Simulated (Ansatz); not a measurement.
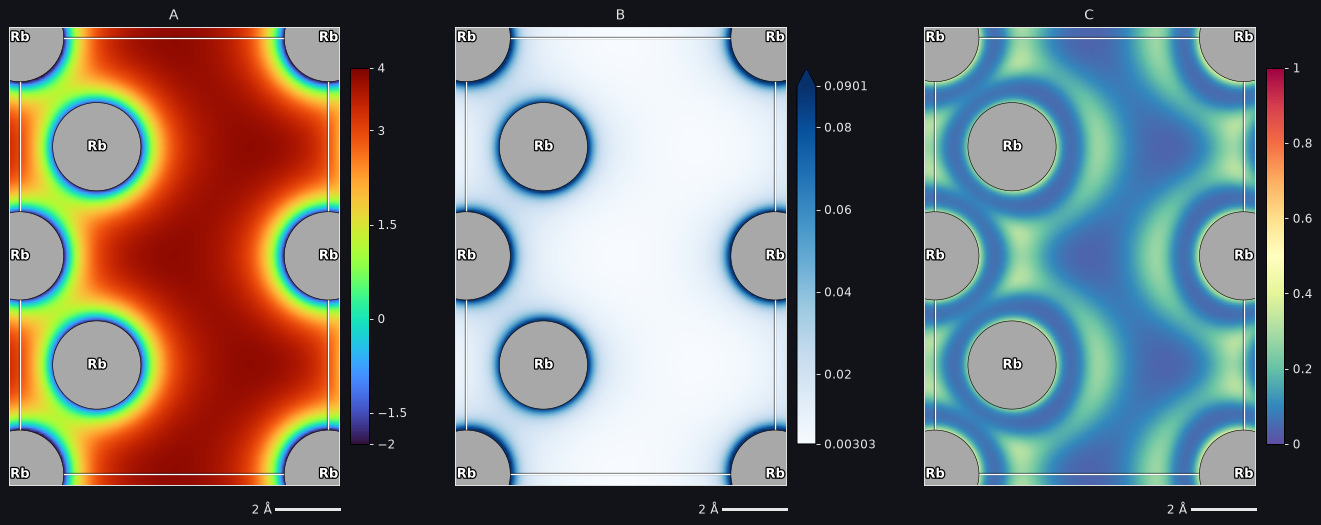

Rb: 3 fields on the (011) plane of the conventional cell, with unlabelled colour scales. Grey discs cover the atomic cores.

Space group Fd-3m; set up as Rb, diamond; a generated structure, not necessarily the stable one.

Computed with DFT, LDA (PW92), plane waves (420 eV) with PAW, scalar-relativistic (Ansatz 0.2.0).

The panels show electron localisation function, electrostatic potential energy of an electron and valence pseudo-density in some order. Assign them.

Answer. Panel A: electrostatic potential energy of an electron (low next to the atoms, rising into the space between them). Panel B: valence pseudo-density. Panel C: electron localisation function. From the grid: Rb–Rb (4.24 Å): ρ is about 0.02 e/Å³ halfway; the ELF is about 0.10 at the midpoint; no localised pair shows between them.
